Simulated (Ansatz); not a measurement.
## Run report: NiGe2, band-structure calculation (part 2 of 2)

The same run, continued: NiGe2 (Cmce, 12 atoms in the cell); DFT r2SCAN, scalar-relativistic, plane waves, PAW, no spin polarisation (Ansatz 0.2.0); cutoff 500 eV, 8×8×8 k-mesh, Gaussian smearing of 0.1 eV. The structure was made by a generator, so it may or may not be a known phase.

Geometry of the input (Å; fractional positions):
```
5.4659  -2.9043  0.0000
5.4659  2.9043  0.0000
0.0000  0.0000  5.8023
Ni 0.6154  0.6154  0.0000
Ni 0.8846  0.8846  0.5000
Ni 0.3846  0.3846  0.0000
Ni 0.1154  0.1154  0.5000
Ge 0.3453  0.6547  0.3436
Ge 0.1547  0.8453  0.8436
Ge 0.8453  0.1547  0.1564
Ge 0.6547  0.3453  0.6564
Ge 0.5013  0.9987  0.2500
Ge 0.9987  0.5013  0.7500
Ge 0.4987  0.0013  0.7500
Ge 0.0013  0.4987  0.2500
```

Output, continued
```
  k-point 2: bands = ["-93.6823", "-93.6823", "-93.6774", "-93.6774", "-52.6354", "-52.6354", "-52.6302", "-52.6302", "-52.6183", "-52.6183", "-52.6132", "-52.6131", "-52.6129", "-52.6128", "-52.5601", "-52.5601", "-12.0770", "-12.0623", "-12.0256", "-12.0147", "-12.0072", "-12.0069", "-12.0009", "-11.9857", "-11.9765", "-11.9737", "-11.9733", "-11.9708", "-11.9697", "-11.9629", "-11.9629", "-11.9603", "-11.9570", "-11.9553", "-11.9380", "-11.9298", "-11.9261", "-11.9245", "-11.9224", "-11.9215", "-11.9211", "-11.9167", "-11.9122", "-11.9059", "-11.8979", "-11.8918", "-11.8889", "-11.8883", "-11.8850", "-11.8820", "-11.8688", "-11.8627", "-11.8625", "-11.8522", "-11.8504", "-11.8328", "0.0324", "2.2127", "3.9587", "4.5688", "4.9247", "4.9363", "6.0672", "6.3417", "6.8465", "7.6525", "7.7994", "8.1082", "8.8829", "8.8940", "9.1717", "9.8923", "10.1736", "10.1938", "10.4301", "10.4736", "10.7385", "10.9489", "11.0201", "11.1294", "11.1442", "11.3021", "11.3187", "11.5559", "11.6978", "11.7929", "11.9640", "11.9802", "11.9847", "12.3242", "12.5756", "13.6878", "13.7733", "13.8497", "14.5724", "15.5703", "16.1404", "16.5158", "16.8624", "17.1870", "17.9400", "18.6563", "18.8683", "18.9385", "19.3126", "19.5421", "20.0722", "20.2701", "20.4680", "20.9404", "21.0097", "21.5492", "21.9975", "22.2473", "22.7454", "23.1587", "23.5703", "24.0521", "24.2667", "24.5927", "24.8170", "25.1568"]
  k-point 104: bands = ["-93.6823", "-93.6823", "-93.6774", "-93.6774", "-52.6354", "-52.6354", "-52.6302", "-52.6302", "-52.6183", "-52.6183", "-52.6131", "-52.6131", "-52.6128", "-52.6128", "-52.5602", "-52.5602", "-12.0693", "-12.0693", "-12.0188", "-12.0188", "-11.9924", "-11.9924", "-11.9879", "-11.9879", "-11.9815", "-11.9815", "-11.9798", "-11.9798", "-11.9643", "-11.9643", "-11.9624", "-11.9624", "-11.9479", "-11.9479", "-11.9425", "-11.9425", "-11.9260", "-11.9260", "-11.9158", "-11.9158", "-11.9084", "-11.9084", "-11.9077", "-11.9077", "-11.8967", "-11.8967", "-11.8911", "-11.8911", "-11.8870", "-11.8870", "-11.8853", "-11.8853", "-11.8592", "-11.8592", "-11.8373", "-11.8373", "2.0087", "2.0087", "2.2079", "2.2079", "4.2521", "4.2521", "6.6340", "6.6340", "7.7718", "7.7718", "9.4010", "9.4010", "9.6102", "9.6102", "10.1235", "10.1235", "10.5470", "10.5470", "10.7324", "10.7324", "10.8712", "10.8712", "10.9101", "10.9101", "11.4064", "11.4064", "11.4219", "11.4219", "11.5144", "11.5144", "12.6661", "12.6661", "12.6824", "12.6824", "12.7646", "12.7646", "13.2870", "13.2870", "14.3685", "14.3685", "15.1831", "15.1831", "15.6788", "15.6788", "16.4823", "16.4823", "17.9101", "17.9101", "18.5780", "18.5780", "20.1340", "20.1340", "21.0257", "21.0257", "21.9433", "21.9433", "22.6911", "22.6911", "23.2069", "23.2069", "23.8306", "23.8306", "24.3261", "24.3261", "24.5023", "24.5023"]
--- Löwdin populations: 12 sites ---
  site symbol       q [e]
     0     Ni     17.4596
     1     Ni     17.4596
     2     Ni     17.4596
     3     Ni     17.4596
     4     Ge     14.1739
     5     Ge     14.1739
     6     Ge     14.1739
     7     Ge     14.1739
     8     Ge     14.1613
     9     Ge     14.1613
    10     Ge     14.1613
    11     Ge     14.1613
  spilling = 0.004462 (of n_electrons = 184.000000)
```

File populations.tsv
```
# site	symbol	l	j	q
# orbitals = lowdin
# n_electrons = 184.000000
# spilling = 0.004462
0	Ni	0_3S	-	1.989510
0	Ni	0_4S	-	0.547233
0	Ni	1_3P	-	5.995635
0	Ni	2_3D	-	8.927230
1	Ni	0_3S	-	1.989510
1	Ni	0_4S	-	0.547233
1	Ni	1_3P	-	5.995635
1	Ni	2_3D	-	8.927230
2	Ni	0_3S	-	1.989510
2	Ni	0_4S	-	0.547233
2	Ni	1_3P	-	5.995635
2	Ni	2_3D	-	8.927230
3	Ni	0_3S	-	1.989510
3	Ni	0_4S	-	0.547233
3	Ni	1_3P	-	5.995635
3	Ni	2_3D	-	8.927230
4	Ge	0_4S	-	1.521726
4	Ge	1_4P	-	2.654362
4	Ge	2_3D	-	9.997774
5	Ge	0_4S	-	1.521726
5	Ge	1_4P	-	2.654362
5	Ge	2_3D	-	9.997774
6	Ge	0_4S	-	1.521726
6	Ge	1_4P	-	2.654362
6	Ge	2_3D	-	9.997774
7	Ge	0_4S	-	1.521726
7	Ge	1_4P	-	2.654362
7	Ge	2_3D	-	9.997774
8	Ge	0_4S	-	1.539952
8	Ge	1_4P	-	2.623273
8	Ge	2_3D	-	9.998067
9	Ge	0_4S	-	1.539952
9	Ge	1_4P	-	2.623273
9	Ge	2_3D	-	9.998067
10	Ge	0_4S	-	1.539952
10	Ge	1_4P	-	2.623273
10	Ge	2_3D	-	9.998067
11	Ge	0_4S	-	1.539952
11	Ge	1_4P	-	2.623273
11	Ge	2_3D	-	9.998067
```

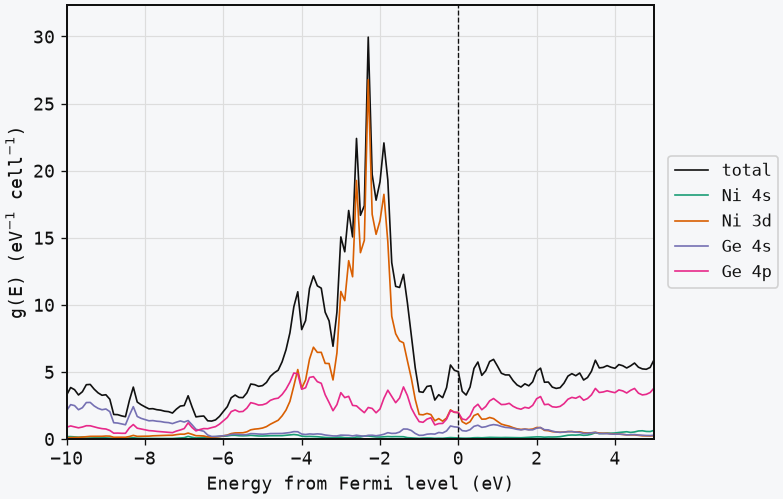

Fig. 1: Density of states (projected on Löwdin-orthogonalised atomic shells), with energies from the Fermi level. There are states at the Fermi level: a metal at this level of theory.

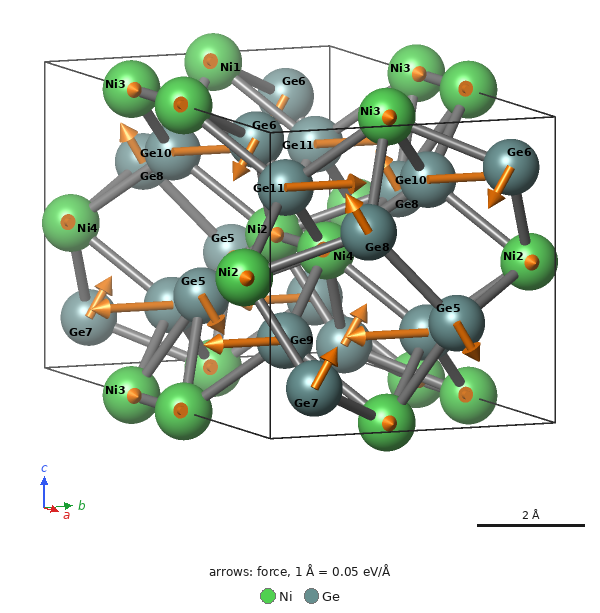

Fig. 2: Forces on the atoms as orange arrows (ball-and-stick view of the cell 2 times as large as that of the calculation, set on its symmetry axes, seen slightly off an axis; atoms are numbered from 1 in the order of the input). The largest act on Ge9, Ge10, Ge11, Ge12 (0.08 eV/Å); Ge5, Ge6, Ge7, Ge8 (0.05 eV/Å). The geometry is not a stationary point of this energy.

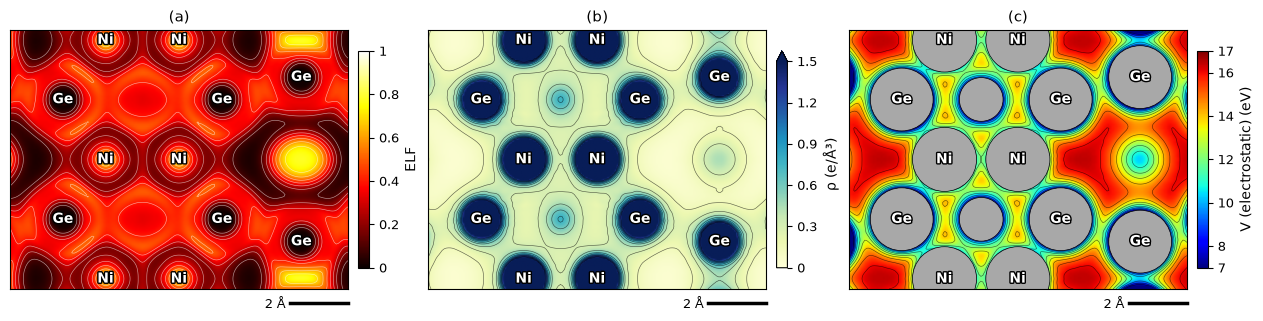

Fig. 3: (a) electron localisation function; (b) valence pseudo-density; (c) electrostatic potential (local pseudopotential plus Hartree) felt by an electron on the (011) plane of the conventional cell. Grey discs, where drawn, cover atomic cores. The section cuts through Ni and Ge sites. Ni–Ge (2.53 Å): the density is about 0.35 e/Å³ at the midpoint; the ELF is about 0.45 at the midpoint, which marks metallic bonding. Ni–Ni (2.52 Å): ρ is about 0.31 e/Å³ halfway; the ELF is about 0.25 at the midpoint; no localised pair between them. Away from the nuclei the density in this plane falls to 0.04 e/Å³ at its lowest. The strong features right at Ni lie inside the PAW spheres (semicore, d or f shells) and say nothing about bonding. Outside the cores the potential energy rises away from the atoms and is highest about 2.1 Å from the nearest atoms; outside the discs it spans about 9 eV, and its zero is arbitrary. The fields are those of the smooth PAW valence density.

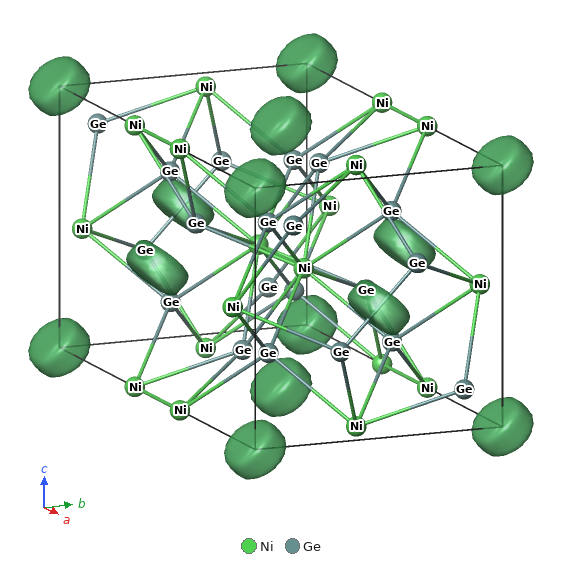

Fig. 4: Isosurface of the ELF at 0.55 (green), seen at an oblique angle. Only the valence region is drawn (cores and ρ < 0.01 e/Å³ removed). Sticks mark near contacts. The outline is the cell set on symmetry axes. The ELF exceeds this value in four regions between bonded Ge–Ge atoms (shared pairs), counted in one cell of 24 atoms. Ni–Ni (2.52 Å): the ELF is about 0.25 at the midpoint; no shared electron pair.

Summary

```csv
quantity,value
outcome,converged
space group (tolerance 0.01 Å),Cmce (64)
electrons treated,184
free energy,−57805.3702 eV
Fermi energy,13.554 eV
gap on the k-point mesh,none (metallic)
pressure,−4.29 GPa
largest force (length of the vector),0.083 eV/Å
wall time,94 s (CPU time 6.2 min)
peak memory,3.8 GiB
```

The run has no spin polarisation, so a magnetic state may lie lower.
